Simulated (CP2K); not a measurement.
Run report: C, single-point calculation (part 2 of 4)

The same run, continued: C (R-3m, 4 atoms in the cell); DFTB (self-consistent charges), tables shipped with the program (CP2K 2026.2); 7×7×7 k-mesh. The structure derives from a Materials Project entry. The run did not end well. The geometry comes from this level: r2scan-rvv10. The run did not end well; see the last part.

Geometry of the input (Å; fractional positions):
```
7.0580  0.0000  0.0000
6.6310  2.4176  0.0000
6.6310  1.1711  2.1150
C  0.9191  0.9191  0.9191
C  0.2524  0.2524  0.2524
C  0.7476  0.7476  0.7476
C  0.0809  0.0809  0.0809
```

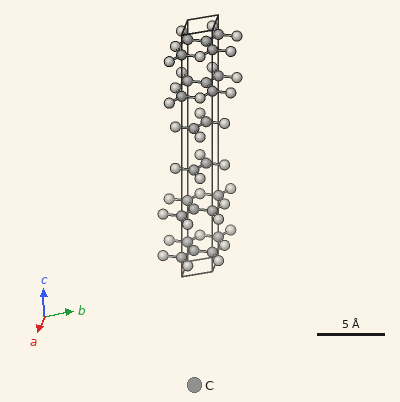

Figure 1. The structure (ball-and-stick view of the cell 3 times as large as that of the calculation, set on its symmetry axes, seen at an oblique angle; neighbours outside the cell are drawn fainter).

What the program printed, continued:
```
 FORCES| Atomic forces [hartree/bohr]
 FORCES|   Atom     x               y               z               |f|
 FORCES|      1  3.32275688E-04 -1.09602780E-03 -6.49715135E-04   1.31674365E-03
 FORCES|      2 -3.58553756E-04  1.09182469E-03  6.47232409E-04   1.31892067E-03
 FORCES|      3  3.58553748E-04 -1.09182469E-03 -6.47232413E-04   1.31892067E-03
 FORCES|      4 -3.32275680E-04  1.09602780E-03  6.49715139E-04   1.31674364E-03
 FORCES| Sum    -6.66784336E-18 -2.71050543E-17  1.60245081E-16
 FORCES| Total atomic force                                       1.62658016E-16

 STRESS| Analytical stress tensor [bar]
 STRESS|                        x                   y                   z
 STRESS|      x        3.93844093851E+03  -6.13979450180E+03  -3.62451677983E+03
 STRESS|      y       -6.13979450180E+03   3.03435180199E+04   1.13699735230E+04
 STRESS|      z       -3.62451677983E+03   1.13699735230E+04   1.77853463834E+04
 STRESS| 1/3 Trace                                             1.73557684473E+04
 STRESS| Determinant                                           1.05327917924E+12

 STRESS| Eigenvectors and eigenvalues of the analytical stress tensor [bar]
 STRESS|                        1                   2                   3
 STRESS| Eigenvalues   2.46858287405E+03   1.10758521189E+04   3.85228703488E+04
 STRESS|      x           0.979403937939     -0.000131121579     -0.201910646466
 STRESS|      y           0.173822371493     -0.508247838658      0.843486761999
 STRESS|      z           0.102731248984      0.861210843700      0.497757142767

 SPGR STRESS| Symmetrized stress tensor [GPa]
 SPGR STRESS|                        x                   y                   z
 SPGR STRESS|      x        3.37672355154E-01  -3.79462134124E-01  -2.24265675160E-01
 SPGR STRESS|      y       -3.79462134124E-01   2.41309456637E+00  -4.54316154581E-02
 SPGR STRESS|      z       -2.24265675160E-01  -4.54316154581E-02   2.46313475559E+00
 SPGR STRESS| 1/3 Trace                                             1.73796722570E+00
 SPGR STRESS| Determinant                                           1.52258244103E+00

 SPGR STRESS| Eigenvectors and eigenvalues of the symmetrized stress tensor [GPa]
 SPGR STRESS|                        1                   2                   3
 SPGR STRESS| Eigenvalues   2.46858367046E-01   2.47706307953E+00   2.48998023054E+00
 SPGR STRESS|      x           0.979428392831     -0.201791988152     -0.000129747104
 SPGR STRESS|      y           0.173720872107      0.843507712095     -0.508247772480
 SPGR STRESS|      z           0.102669771166      0.497769759180      0.861210882964

 OPT| **************************************************************************
 OPT| Step number                                                              1
 OPT| Optimization method                                                   BFGS
 OPT| Total energy [hartree]                                       -6.9410628464
 OPT| Internal pressure [bar]                                   17379.6722570425
 OPT| Effective energy change [hartree]                            -0.0005453592
 OPT| Predicted energy change [hartree]                            -0.0004583885
 OPT| Scaling factor                                                0.0000000000
 OPT| Step size                                                     0.0224921208
 OPT| Trust radius                                                  0.4724315332
 OPT| Decrease in energy                                                     YES
 OPT| Used time [s]                                                        1.053
 OPT|
 OPT| Maximum step size                                             0.0224921208
 OPT| Convergence limit for maximum step size                       0.0030000000
 OPT| Maximum step size is converged                                          NO
 OPT|
 OPT| RMS step size                                                 0.0071366701
 OPT| Convergence limit for RMS step size                           0.0015000000
 OPT| RMS step size is converged                                              NO
 OPT|
 OPT| Maximum gradient                                              0.0051249441
 OPT| Convergence limit for maximum gradient                        0.0003000000
 OPT| Maximum gradient is converged                                           NO
 OPT|
 OPT| RMS gradient                                                  0.0016273630
 OPT| Convergence limit for RMS gradient                            0.0003000000
 OPT| RMS gradient is converged                                               NO
 OPT|
 OPT| Pressure deviation [bar]                                  17379.6722570425
 OPT| Pressure tolerance [bar]                                    300.0000000000
 OPT| Pressure is converged                                                   NO
 OPT| **************************************************************************
 OPT| Estimated peak process memory after this step [MiB]                    157

 --------------------------
 OPTIMIZATION STEP:      2
 --------------------------

 CELL| Volume [angstrom^3]:                                            36.569551
 CELL| Vector a [angstrom]:       7.061     0.000     0.000   |a| =     7.061133
 CELL| Vector b [angstrom]:       6.629     2.431     0.000   |b| =     7.061142
 CELL| Vector c [angstrom]:       6.629     1.171     2.130   |c| =     7.061145
 CELL| Angle (b,c), alpha [degree]:                                    20.188753
 CELL| Angle (a,c), beta  [degree]:                                    20.137433
 CELL| Angle (a,b), gamma [degree]:                                    20.137373
 CELL| Numerically orthorhombic:                                              NO
 CELL| Periodicity                                                           XYZ

 Extrapolation method: ASPC

 Number of electrons:                                                         16
 Number of occupied orbitals:                                                  8
 Number of molecular orbitals:                                                16

 Number of orbital functions:                                                 16
 Number of independent orbital functions:                                     16

 SCF WAVEFUNCTION OPTIMIZATION

  ------------------------------------------------------------------------------
     1 P_Mix/Diag. 0.30E+00    0.2     0.00120696        -6.9410818644 -6.94E+00
     2 P_Mix/Diag. 0.30E+00    0.2     0.00084553        -6.9410825898 -7.25E-07
     3 DIIS/Diag.  0.30E-10    0.2     0.00059135        -6.9410830976 -5.08E-07
     4 DIIS/Diag.  0.39E-25    0.2     7.5495E-15        -6.9410842823 -1.18E-06

  *** SCF run converged in     4 steps ***

  Core Hamiltonian energy:                                     -7.23731549879359
  Repulsive potential energy:                                   0.29623121500406
  Electronic energy:                                            0.00000000144098
  Dispersion energy:                                            0.00000000000000
  Electronic entropic energy:                                  -0.00000000000000
  Fermi energy:                                                -0.15045602764325

  Total energy:                                                -6.94108428234855
  Total energy (extrapolated to T->0):                         -6.94108428234855

 ENERGY| Total FORCE_EVAL ( QS ) energy [hartree]             -6.941084282348551

 FORCES| Atomic forces [hartree/bohr]
 FORCES|   Atom     x               y               z               |f|
 FORCES|      1  3.76391963E-04 -1.39667951E-03 -8.28202417E-04   1.66682447E-03
 FORCES|      2 -4.00561561E-04  1.39298214E-03  8.26016911E-04   1.66827838E-03
 FORCES|      3  4.00561564E-04 -1.39298215E-03 -8.26016928E-04   1.66827839E-03
 FORCES|      4 -3.76391966E-04  1.39667951E-03  8.28202433E-04   1.66682448E-03
 FORCES| Sum    -1.95156391E-18 -2.90566182E-17 -1.47451495E-17
 FORCES| Total atomic force                                       3.26422288E-17

 STRESS| Analytical stress tensor [bar]
 STRESS|                        x                   y                   z
 STRESS|      x        3.08523875476E+03  -2.67997715414E+03  -1.58072559032E+03
 STRESS|      y       -2.67997715414E+03   8.54181719127E+03   1.51403019716E+04
 STRESS|      z       -1.58072559032E+03   1.51403019716E+04  -8.14222924506E+03
 STRESS| 1/3 Trace                                             1.16160890032E+03
 STRESS| Determinant                                          -7.56387665345E+11

 STRESS| Eigenvectors and eigenvalues of the analytical stress tensor [bar]
 STRESS|                        1                   2                   3
 STRESS| Eigenvalues  -1.70865620123E+04   2.44174613389E+03   1.81296425794E+04
 STRESS|      x          -0.000108474979      0.979276038839     -0.202530066876
 STRESS|      y          -0.508644580514      0.174319615515      0.843144923700
 STRESS|      z           0.860976584436      0.103107281036      0.498084540666

 SPGR STRESS| Symmetrized stress tensor [GPa]
 SPGR STRESS|                        x                   y                   z
 SPGR STRESS|      x        2.36603591000E-01   3.16615118040E-02   1.87276430040E-02
 SPGR STRESS|      y        3.16615118040E-02   6.35929284896E-02   3.14658098268E-03
 SPGR STRESS|      z        1.87276430040E-02   3.14658098268E-03   6.01349085538E-02
 SPGR STRESS| 1/3 Trace                                             1.20110476014E-01
 SPGR STRESS| Determinant                                           8.23611763459E-04

 SPGR STRESS| Eigenvectors and eigenvalues of the symmetrized stress tensor [GPa]
 SPGR STRESS|                        1                   2                   3
 SPGR STRESS| Eigenvalues   5.78827933029E-02   5.82735917297E-02   2.44175043010E-01
 SPGR STRESS|      x          -0.201600743294     -0.000109849362      0.979467778049
 SPGR STRESS|      y           0.843309875959     -0.508644961510      0.173518748962
 SPGR STRESS|      z           0.498182289342      0.860976359178      0.102635839365

 OPT| **************************************************************************
 OPT| Step number                                                              2
 OPT| Optimization method                                                   BFGS
 OPT| Total energy [hartree]                                       -6.9410842823
 OPT| Internal pressure [bar]                                    1201.1047601431
 OPT| Effective energy change [hartree]                            -0.0000214359
 OPT| Predicted energy change [hartree]                            -0.0000308769
 OPT| Scaling factor                                                0.0000000000
 OPT| Step size                                                     0.0066391430
 OPT| Trust radius                                                  0.4724315332
 OPT| Decrease in energy                                                     YES
 OPT| Used time [s]                                                        1.066
 OPT|
 OPT| Maximum step size                                             0.0066391430
 OPT| Convergence limit for maximum step size                       0.0030000000
 OPT| Maximum step size is converged                                          NO
 OPT|
 OPT| RMS step size                                                 0.0021081781
 OPT| Convergence limit for RMS step size                           0.0015000000
 OPT| RMS step size is converged                                              NO
 OPT|
 OPT| Maximum gradient                                              0.0001252905
 OPT| Convergence limit for maximum gradient                        0.0003000000
 OPT| Maximum gradient is converged                                          YES
 OPT|
 OPT| RMS gradient                                                  0.0000521763
 OPT| Convergence limit for RMS gradient                            0.0003000000
 OPT| RMS gradient is converged                                              YES
 OPT|
 OPT| Pressure deviation [bar]                                   1201.1047601431
 OPT| Pressure tolerance [bar]                                    300.0000000000
 OPT| Pressure is converged                                                   NO
 OPT| **************************************************************************
 OPT| Estimated peak process memory after this ste
[...]
om]:       7.201     2.464     0.000   |b| =     7.610953
 CELL| Vector c [angstrom]:       7.201     1.272     2.112   |c| =     7.611514
 CELL| Angle (b,c), alpha [degree]:                                    18.336979
 CELL| Angle (a,c), beta  [degree]:                                    18.902239
 CELL| Angle (a,b), gamma [degree]:                                    18.889884
 CELL| Numerically orthorhombic:                                              NO
 CELL| Periodicity                                                           XYZ

 Extrapolation method: ASPC

 Number of electrons:                                                         16
 Number of occupied orbitals:                                                  8
 Number of molecular orbitals:                                                16

 Number of orbital functions:                                                 16
 Number of independent orbital functions:                                     16

 SCF WAVEFUNCTION OPTIMIZATION

  ------------------------------------------------------------------------------
     1 P_Mix/Diag. 0.30E+00    0.2     0.00129310        -6.9378110532 -6.94E+00
     2 P_Mix/Diag. 0.30E+00    0.2     0.00090511        -6.9378122680 -1.21E-06
     3 DIIS/Diag.  0.81E-09    0.2     0.00063361        -6.9378131184 -8.50E-07
     4 DIIS/Diag.  0.18E-23    0.2     2.6978E-14        -6.9378151026 -1.98E-06

  *** SCF run converged in     4 steps ***

  Core Hamiltonian energy:                                     -7.23332113989013
  Repulsive potential energy:                                   0.29550603721878
  Electronic energy:                                            0.00000000002675
  Dispersion energy:                                            0.00000000000000
  Electronic entropic energy:                                  -0.00000000000000
  Fermi energy:                                                -0.18529500759348

  Total energy:                                                -6.93781510264460
  Total energy (extrapolated to T->0):                         -6.93781510264460

 ENERGY| Total FORCE_EVAL ( QS ) energy [hartree]             -6.937815102644601

 FORCES| Atomic forces [hartree/bohr]
 FORCES|   Atom     x               y               z               |f|
 FORCES|      1 -3.51074877E-03  1.56864845E-02  8.37198000E-03   1.81240504E-02
 FORCES|      2  3.52777344E-03 -1.56844279E-02 -8.37077040E-03   1.81250176E-02
 FORCES|      3 -3.52777344E-03  1.56844279E-02  8.37077040E-03   1.81250176E-02
 FORCES|      4  3.51074877E-03 -1.56864845E-02 -8.37198000E-03   1.81240504E-02
 FORCES| Sum     2.16840434E-17  6.24500451E-17 -3.64291930E-17
 FORCES| Total atomic force                                       7.54804079E-17

 STRESS| Analytical stress tensor [bar]
 STRESS|                        x                   y                   z
 STRESS|      x       -6.54275739399E+03   3.10535400908E+04   1.83880656938E+04
 STRESS|      y        3.10535400908E+04  -9.63577602712E+04  -1.60223045860E+05
 STRESS|      z        1.83880656938E+04  -1.60223045860E+05   8.78924369119E+04
 STRESS| 1/3 Trace                                            -5.00269358444E+03
 STRESS| Determinant                                          -1.17821504471E+13

 STRESS| Eigenvectors and eigenvalues of the analytical stress tensor [bar]
 STRESS|                        1                   2                   3
 STRESS| Eigenvalues  -1.95929210931E+05   3.32993808330E+02   1.80588136370E+05
 STRESS|      x          -0.187182100708      0.982323213137      0.001991508919
 STRESS|      y           0.850190263806      0.163019003026     -0.500600958831
 STRESS|      z           0.492076596176      0.092010377597      0.865675871161

 SPGR STRESS| Symmetrized stress tensor [GPa]
 SPGR STRESS|                        x                   y                   z
 SPGR STRESS|      x        3.09792488453E-02   1.04760404211E-02   5.92322120589E-03
 SPGR STRESS|      y        1.04760404211E-02  -2.91228560164E-02  -3.42759382319E-05
 SPGR STRESS|      z        5.92322120589E-03  -3.42759382309E-05  -2.91374191633E-02
 SPGR STRESS| 1/3 Trace                                            -9.09367544480E-03
 SPGR STRESS| Determinant                                           3.05031308270E-05

 SPGR STRESS| Eigenvectors and eigenvalues of the symmetrized stress tensor [GPa]
 SPGR STRESS|                        1                   2                   3
 SPGR STRESS| Eigenvalues  -3.14750043554E-02  -2.91042887396E-02   3.32982667606E-02
 SPGR STRESS|      x          -0.189204747318      0.001945073582      0.981935731238
 SPGR STRESS|      y           0.849851382197     -0.500611125107      0.164745651222
 SPGR STRESS|      z           0.491888393612      0.865670097732      0.093064977958
```
